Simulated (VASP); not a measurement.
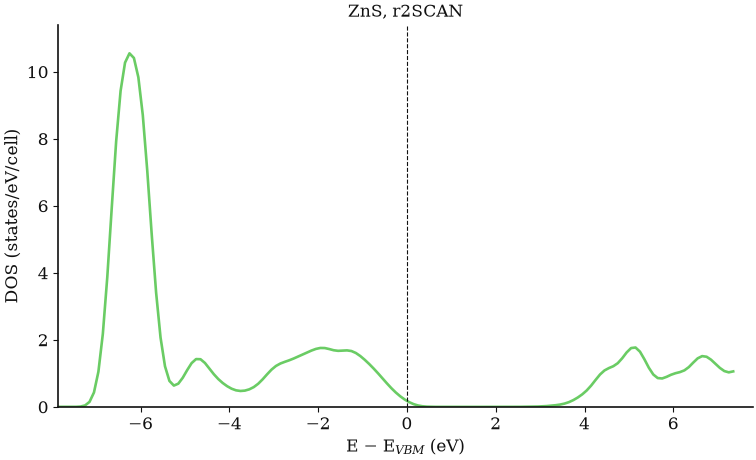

Density of states. Energies are counted from the top of the valence band. The DOS curve is built from the levels of the k mesh with Gaussians 0.55 eV wide, which also blur the band edges; ripples of that width can come from the mesh.

The material is zincblende ZnS, space group F-43m, 2 atoms in the primitive cell; cubic a = 5.361 Å.

Computed with VASP 6.6.1: r2SCAN, VASP PAW PBE potentials, release 64 (Zn, S), no spin polarisation, no spin-orbit coupling, 10×10×10 k mesh, 520 eV cutoff.

Q: Is there a gap at the Fermi level, and how wide?

A: There is a gap; over the k points computed it is 2.79 eV (direct to within 0.02 eV).

Q: Where is the tallest peak of the filled states in the window?

A: Within the window shown, the tallest peak of the filled states lies 6.3 eV under the valence-band top, at about 11 states per eV and cell.

The PAW data sets were made with another functional. LDA, GGA and most meta-GGA functionals understate gaps. The cell was derived from a database entry in an earlier step, so it needn't be the measured one.
